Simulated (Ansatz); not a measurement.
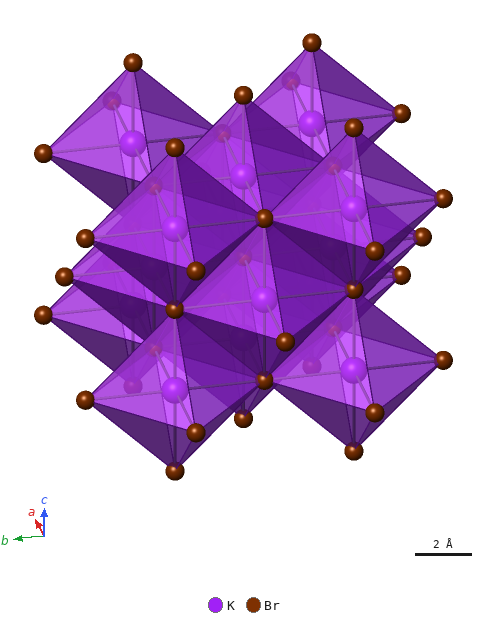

Fig. 1: The structure as given in the input (polyhedral view of the cell 4 times as large as that of the calculation, set on its symmetry axes, seen at an oblique angle; polyhedra are completed across the faces of the cell).

**Wannier-function calculation of KBr**

The run: Wannier-function calculation of KBr (2 atoms in the cell). Method and program: maximally localised Wannier functions of PBE bands, plane waves, PAW, no spin polarisation (Ansatz 0.2.0).

The structure was built on a prototype by a generator. The geometry comes from this level: r2SCAN. It belongs to a series of runs on one base structure; here: anion s p.

### Input
```yaml
crystal:
  lattice:
    - [0.0, 3.3022478201, 3.3022478201]
    - [3.3022478201, 0.0, 3.3022478201]
    - [3.3022478201, 3.3022478201, 0.0]
  atoms:
    - { symbol: K, position: [0.0, 0.0, 0.0] }
    - { symbol: Br, position: [0.5, 0.5, 0.5] }
kpoints:
  mp_grid: { grid: [6, 6, 6] }
  band_path:
    path:
      - [[0.0, 0.0, 0.0], [0.5, 2.314501656369e-34, 0.5], [0.625, 0.25, 0.625]]
      - [[0.375, 0.375, 0.75], [0.0, 0.0, 0.0], [0.5, 0.5, 0.5], [0.5, 0.25, 0.75], [0.5, 2.314501656369e-34, 0.5]]
    npoints: 10
hamiltonian:
  xc: pbe
scf:
  occupations: { method: fixed }
  n_extra_bands: 6
output:
  forces: false
  stress: false
  eigenvalues: true
  wannier:
    kmesh: [6, 6, 6]
    projections: [{ species: Br, l: s, shell: 4 }, { species: Br, l: p, shell: 4 }]
    minimise: true
    write_hr: true
    conv_tol: 1.0e-08
    max_iter: 3000
```

### File wannier.win
```
! ansatz wannier90 interface
! projections by site (counted from 0) and shell: 1 4S, 1 4P
! states of the run's bands (counted from 1): 2-2, 6-8
! their least projectability: 0.7729
num_bands = 4
num_wann  = 4
num_iter  = 2000
conv_tol = 1e-8
conv_window = 5
guiding_centres = true
write_hr = true

begin unit_cell_cart
Ang
                      0.0             3.3022478201             3.3022478201
             3.3022478201                      0.0             3.3022478201
             3.3022478201             3.3022478201                      0.0
end unit_cell_cart

begin atoms_frac
K                        0.0                      0.0                      0.0
Br                       0.5                      0.5                      0.5
end atoms_frac

mp_grid = 6 6 6
```

Machine: 4 threads of Arm Neoverse N1, 98 GiB of memory available, shared host.

Run as:
```bash
ansatz run input.yaml --threads 4 --pin off --max-ram 3686MiB --backend cpu --events-out ev --progress --plain --runs-dir out
```

### Output
```
scf.n_extra_bands = 6 over 8 filled bands (N_el = 16.0): the run solves 14 bands
Engine: ansatz 0.2.0, aarch64-unknown-linux-gnu
Pseudopotentials: kind: paw
Pseudopotential: K, paw, valence charge 9, recommended cutoff 420 eV (normal), K.paw.azcp
Pseudopotential: Br, paw, valence charge 7, recommended cutoff 420 eV (normal), Br.paw.azcp
Functional definition: PBE
  parameter kappa = 0.804
  parameter beta = 0.06672455060314922
  exchange = pbe_x(kappa = kappa, mu = beta*pi^2/3)
  correlation = pbe_c(beta = beta)
Crystal: 2 atoms, lattice volume = 72.021 Å³
Basis set: ecut = 420 eV, 1411 PW (Γ)
Bands: 14, of which v1, the nominal top of the filled ones, is band 8 counted from 1 (7 counted from 0)
Symmetry: 48 space group operations
Space group: Fm-3m (ITA 225), of the structure as read, at distance tolerance 4.2e-5 Å
k-points: 16 of 216
Non-local potential: K, projectors of the file, l = 0: 3, l = 1: 2, l = 2: 2
Non-local potential: Br, projectors of the file, l = 0: 2, l = 1: 2, l = 2: 2
PAW form: soft (Blöchl's): semilocal exchange-correlation on the pseudo side does not see the compensation charge
PAW one-centre angular grid: K, 110 points (default); XC on 64 Gauss nodes
PAW one-centre angular grid: Br, 110 points (default); XC on 64 Gauss nodes
Initial density: superposition of atomic densities (neutral atoms: chi_scale 0, normalization atom), corrected by the library's trained network
Initial wavefunctions: pseudopotential atomic-orbital guess
Functional: x = pbe(κ = 0.804, μ = 0.2195149727645171), c = pbe(β = 0.06672455060314922)
SCF iter   1: F=—  HF=-4324.497303 eV  |F-HF|=—  |Δ(HF+E_count)|=         —  Δρ=1.62e-4  dr2=1.34e-5  ethr=1.77e-3  ⟨swp⟩=5.4  Hψ=1162  notcnv=0  defer=58
preconditioner: auto → none  [insulator: Δε(μ)=4.420 eV  Ē_g=15.399 eV  n_scr=14 (ndim 8)  ℏωp=16.4 eV  f_vac=0.058  ε∞_Penn≈2.1]
SCF iter   2: F=—  HF=-4324.497244 eV  |F-HF|=—  |Δ(HF+E_count)|=   5.91e-5  Δρ=1.68e-4  dr2=3.37e-5  ethr=8.40e-8  ⟨swp⟩=3.1  Hψ=641  notcnv=0  defer=64
SCF iter   3: F=—  HF=-4324.497243 eV  |F-HF|=—  |Δ(HF+E_count)|=   1.24e-6  Δρ=4.66e-5  dr2=9.01e-7  ethr=8.40e-8  ⟨swp⟩=2.0  Hψ=312  notcnv=0  defer=64
SCF iter   4: F=—  HF=-4324.497248 eV  |F-HF|=—  |Δ(HF+E_count)|=   5.24e-6  Δρ=3.18e-5  dr2=1.11e-6  ethr=5.63e-9  ⟨swp⟩=2.0  Hψ=312  notcnv=0  defer=64
iter 5 did not close the SCF: its close was put off for the readings that it lacked (scf_convergence_deferred on its scf_iter line)
SCF iter   5: F=-4324.497248 eV  HF=-4324.497248 eV  |F-HF|=4.69e-9  |Δ(HF+E_count)|=   5.21e-8  Δρ=3.48e-6  dr2=1.41e-8  ethr=5.63e-9  ⟨swp⟩=2.0  Hψ=312  notcnv=0  defer=64
SCF iter   6: F=-4324.497248 eV  HF=-4324.497248 eV  |F-HF|=3.40e-10  |Δ(HF+E_count)|=   1.29e-8  Δρ=5.42e-7  dr2=1.50e-10  ethr=8.81e-11  ⟨swp⟩=6.5  Hψ=1382  notcnv=0
SCF 1 converged in 6 iterations: F = -4324.497248 eV  dr2 = 1.50e-10
  greatest PAW one-centre occupation: 0.987 electrons in one spin orbital (limit 2), on the K atom at site 0 (counted from 0), in its partial waves of l = 0
NSCF: frozen V_eff on 62 k-points
NSCF: frozen V_eff on 19 k-points
the Wannier pass solved 19 of the 216 points of its mesh, and has the states at the others by symmetry: states obtained by the crystal's operations at points that were solved too leave a residual of 1.94e-13 eV (read by the count's bands and the next), within 4.17e-6 eV
SCF converged after 6 iterations
Free energy (F): -4324.497248 eV
Harris-Foulkes:  -4324.497248 eV  (|F-HF|=3.40e-10)
Internal energy: -4324.497248 eV  (E = F + TS)
E sigma→0 (E₀):  -4324.497248 eV
Fermi energy:    1.055368 eV
--- Per-component energies (eV) ---
  E_band       = -133.750259
  E_kinetic    = 388.446731
  E_local      = -839.663443  (includes V_loc(G=0)·N_el)
  E_nonlocal   = 82.859222
  E_hartree    = 272.300921
  E_xc         = -400.614622
  E_vxc        = -269.631205  (∫ρ·V_xc dr)
  E_paw        = -3028.384754  (= ΣΔE_a)
  E_vpaw       = -40.363389  (= ΣTr[D̂ρ^β])
  E_aug_tail   = -0.000004  (compensation charges beyond the density's cutoff)
  E_ewald      = -799.441300
  E_smearing   = -0.000000  (= −TS)
  E_closure    = 0.000000  (closes the sum)
  Σ components = -4324.497248   (vs F -4324.497248, Δ=0.00e0)
--- Band table (eV; the first three rows and the last of 16) ---
  k-point 0: bands = ["-26.7246", "-11.2339", "-10.2022", "-10.2022", "-10.2022", "1.0554", "1.0554", "1.0554", "5.4853", "8.6592", "8.6592", "8.6592", "9.4765", "9.4765"]
  k-point 1: bands = ["-26.7232", "-11.2849", "-10.2036", "-10.2036", "-10.1339", "0.6914", "0.9672", "0.9672", "6.1400", "8.5189", "8.9813", "8.9813", "9.8300", "9.8300"]
  k-point 2: bands = ["-26.7204", "-11.3721", "-10.2063", "-10.2063", "-10.0112", "0.1207", "0.8016", "0.8016", "7.2481", "8.7688", "9.8410", "9.8410", "10.7186", "10.7186"]
  k-point 15: bands = ["-26.7174", "-11.2113", "-10.2783", "-10.2512", "-10.1374", "0.3506", "0.5810", "0.6088", "7.6514", "8.9716", "9.3428", "10.2768", "11.0224", "11.7761"]
Wannier search: line search 1 of at most 3000: gauge-dependent spread (as the search counts it) 1.4137216 Å², largest recent change 1.4e-2 Å² and fall left 2.0e-6 Å² against conv_tol 1.0e-8 Å², 0 stops escaped
```

### File wannier.spreads.toml
```
omega_i_ang2 = 6.070959281079013
omega_d_ang2 = 0.00021264613525290074
omega_od_ang2 = 0.713946296221612
omega_total_ang2 = 6.785118223435878
least_projectability = 0.7729129191626777
b_vectors_match_mmn = true
n_iter = 30
converged = true
rejected_fitted_steps = 1

[[wannier]]
r = [3.5499514408170563, 3.054544382868545, 3.549951436185687]
spread = 1.696279554790955

[[wannier]]
r = [3.0545440557602412, 3.549951226575331, 3.5499513108775234]
spread = 1.6962795557633399

[[wannier]]
r = [3.5499513063794534, 3.5499515206457692, 3.0545443602145452]
spread = 1.6962795557966857

[[wannier]]
r = [3.0545444775480703, 3.054544150441967, 3.05454417293015]
spread = 1.6962795570849991

[[curvature_check]]
after_line_search = 7
omega_tilde_before_ang2 = 1.4137173674420431
krylov_steps = 38
lowest_ritz_value_ang2 = -1.842432603992087
residual_ang2 = 1.0658038359717169e-11
settled = true
first_negative_step = 2
curvature_along_ang2 = -0.05741274020768305
angle_rad = 1.5707963267948966
omega_tilde_after_ang2 = 1.3371287715032278
outcome = "escaped"

[[curvature_check]]
after_line_search = 30
omega_tilde_before_ang2 = 0.7141589423568648
krylov_steps = 25
lowest_ritz_value_ang2 = 0.011309298954430756
residual_ang2 = 4.287886907578931e-11
settled = true
outcome = "no-negative-curvature"
```

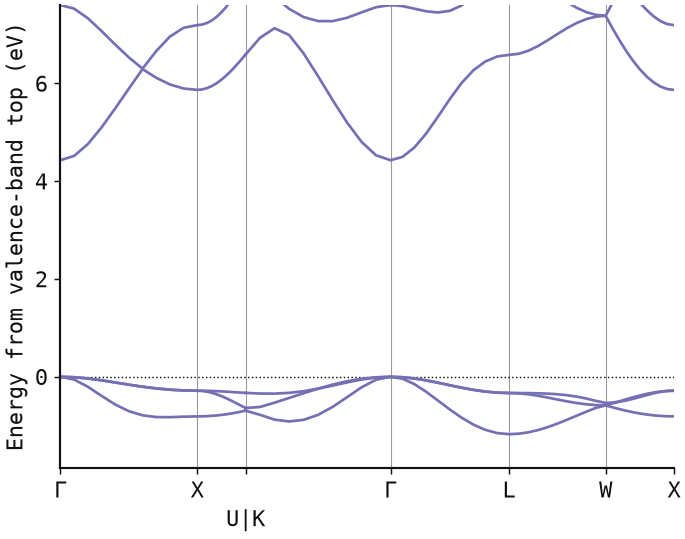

Fig. 2: Band structure along Γ–X–U|K–Γ–L–W–X, with energies from the valence-band top. There is a gap of 4.43 eV on this path, direct, at Γ.

### Results in brief

```json
{"quantity": "outcome", "value": "converged"}
{"quantity": "space group (tolerance 0.01 Å)", "value": "Fm-3m (225)"}
{"quantity": "electrons treated", "value": "16"}
{"quantity": "free energy", "value": "−4324.4972 eV"}
{"quantity": "total spread of the Wannier functions", "value": "6.785 Å²"}
{"quantity": "Fermi energy", "value": "1.055 eV"}
{"quantity": "gap on the k-point mesh", "value": "4.43 eV"}
{"quantity": "wall time", "value": "2.4 s (CPU time 7.3 s)"}
{"quantity": "peak memory", "value": "0.31 GiB"}
```
